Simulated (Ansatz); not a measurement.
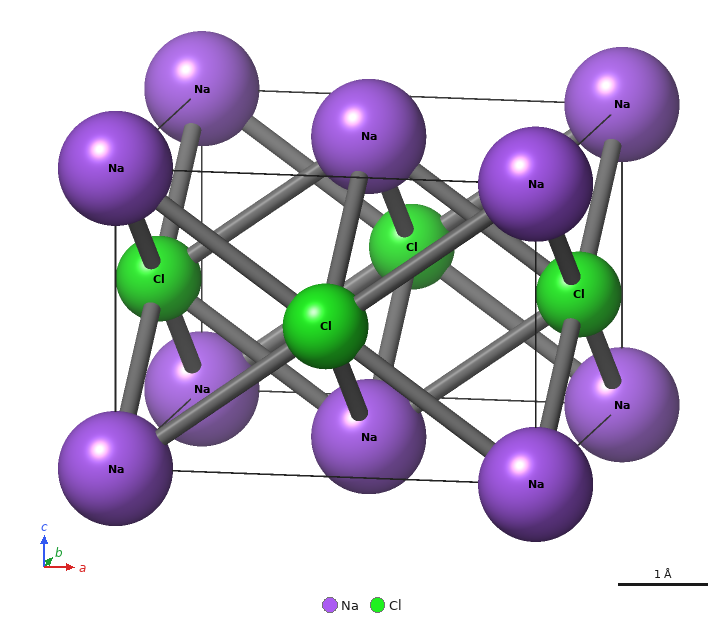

Structure drawing (ball-and-stick), viewed slightly off an axis. The parallelepiped is the conventional unit cell.

NaCl, space group Cmmm (No. 65), a = 4.852 Å, b = 4.933 Å, c = 3.460 Å, α = 90.00°, β = 90.00°, γ = 90.00°. The initial geometry was a structure type filled with these elements by a generator (whether the compound takes this form wasn't checked). The cell was then strained or its atoms displaced on purpose. It was run through Ansatz as a DFT input.

This one geometry was computed with Ansatz (DFT, plane waves, PAW) at three levels of theory: PBE, HSE06 and r2SCAN. It was relaxed with r2SCAN and then strained.

### How does the band gap change with the level of theory?

PBE: a gap of 4.11 eV, indirect; r2SCAN: a gap of 4.92 eV, indirect; HSE06: a gap of 5.43 eV, indirect.

### Collect the results in a table.

| level | cutoff (eV) | k-mesh of the run's cell | gap (eV) | pressure (GPa) |
| --- | --- | --- | --- | --- |
| PBE | 420 | 8×8×8 | 4.11 | 1.2 |
| HSE06 | 420 | 6×6×6 | 5.43 | 0.6 |
| r2SCAN | 500 | 8×8×8 | 4.92 | 0.0 |

Gaps are taken on the k-mesh or band path of each run.
